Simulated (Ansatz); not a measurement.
Take the following structure.

```yaml
crystal:
  lattice:
    - [5.72791, 0.00000, 0.00000]
    - [0.00000, 5.72791, 0.00000]
    - [0.00000, 0.00000, 5.72791]
  atoms:
    - { symbol: Al, position: [0.00000, 0.00000, 0.00000] }
    - { symbol: As, position: [0.25000, 0.75000, 0.25000] }
    - { symbol: Al, position: [0.00000, 0.50000, 0.50000] }
    - { symbol: As, position: [0.25000, 0.25000, 0.75000] }
    - { symbol: Al, position: [0.50000, 0.00000, 0.50000] }
    - { symbol: As, position: [0.75000, 0.75000, 0.75000] }
    - { symbol: Al, position: [0.50000, 0.50000, 0.00000] }
    - { symbol: As, position: [0.75000, 0.25000, 0.25000] }
```

### Characterise the structure given above.

The formula is AlAs. The symmetry is that of F-43m (No. 216), on a face-centred cubic lattice. The structure is of the kind named zinc blende (sphalerite type). The cell has 8 atoms, namely 4 Al, 4 As. Al bonds to four As in a tetrahedral arrangement at 2.48 Å. Each As atom has four Al in a tetrahedral arrangement at 2.48 Å around it. The bonds build a three-dimensional framework.

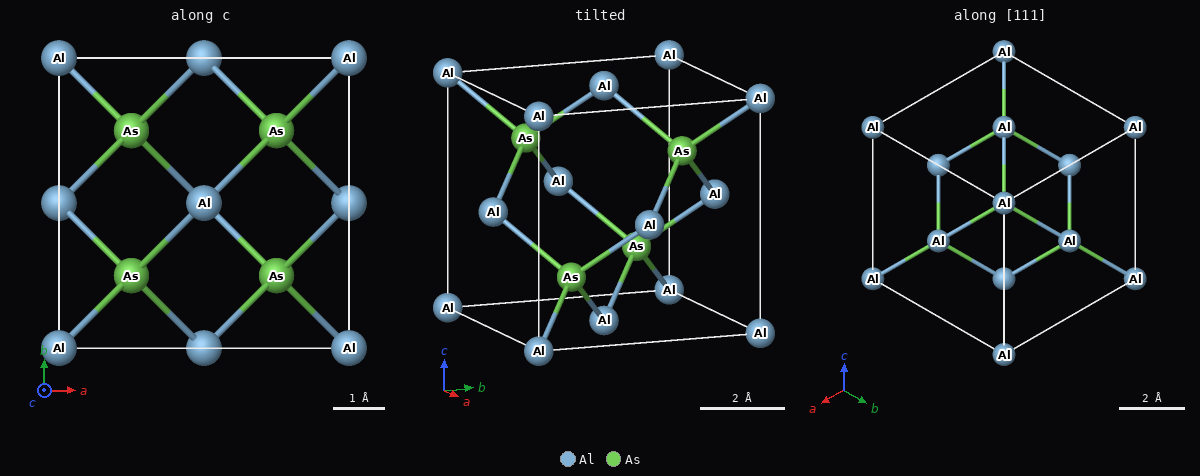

An orthographic ball-and-stick view of the structure, along the c axis, slightly off an axis and along [111]. The frame is the conventional unit cell; atoms at its boundary are shown with their periodic copies. Colours: aluminium light blue, arsenic green.

The structure comes from a structure listed in the Materials Project. Earlier steps of the study, as a rule a relaxation of our own, may have changed the cell and positions, so they can lie some per cent off the listed ones. A calculation with Ansatz used it as input.
